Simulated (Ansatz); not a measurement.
The cell of KCl (Pm-3m). Origin of the cell: coordinates from a relaxation with DFT PBEsol, scalar-relativistic, plane waves, PAW (Ansatz 0.2.0).

```cif
data_structure
_symmetry_space_group_name_H-M 'Pm-3m'
_symmetry_Int_Tables_number 221
_cell_length_a 3.7373
_cell_length_b 3.7373
_cell_length_c 3.7373
_cell_angle_alpha 90.000
_cell_angle_beta 90.000
_cell_angle_gamma 90.000
_cell_volume 52.20
loop_
_atom_site_label
_atom_site_type_symbol
_atom_site_symmetry_multiplicity
_atom_site_Wyckoff_symbol
_atom_site_fract_x
_atom_site_fract_y
_atom_site_fract_z
_atom_site_occupancy
K1 K 1 b 0.50000 0.50000 0.50000 1
Cl1 Cl 1 a 0.00000 0.00000 0.00000 1
```

At each point the valence sum V of a K+ ion is computed from the anions within 5 Å (s = exp((R0 − d)/b), R0 fitted to published crystal structures with b = 0.37 Å; R0: K+–Cl 2.509 Å). The other K+ ions are ignored. This is an empirical screen for pathways, not an energy calculation.

Question: Along which directions could K+ move by this screen (counting the regions that come within 0.6 Å of a K site)?

Answer: No path opens below 0.7 v.u. These are grid estimates, good to about 0.1 v.u.

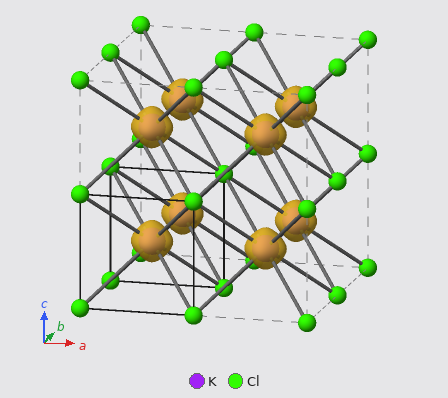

Bond-valence mismatch map for K+ in KCl (Pm-3m, No. 221): the yellow surface encloses the points where |V − 1| < 0.6 v.u. (2×2×2 cells, view slightly off an axis). Pale faces close the region where the drawn box cuts it.

Question: What is the valence sum at the K sites themselves?

Answer: 1.12 v.u., against the formal 1.
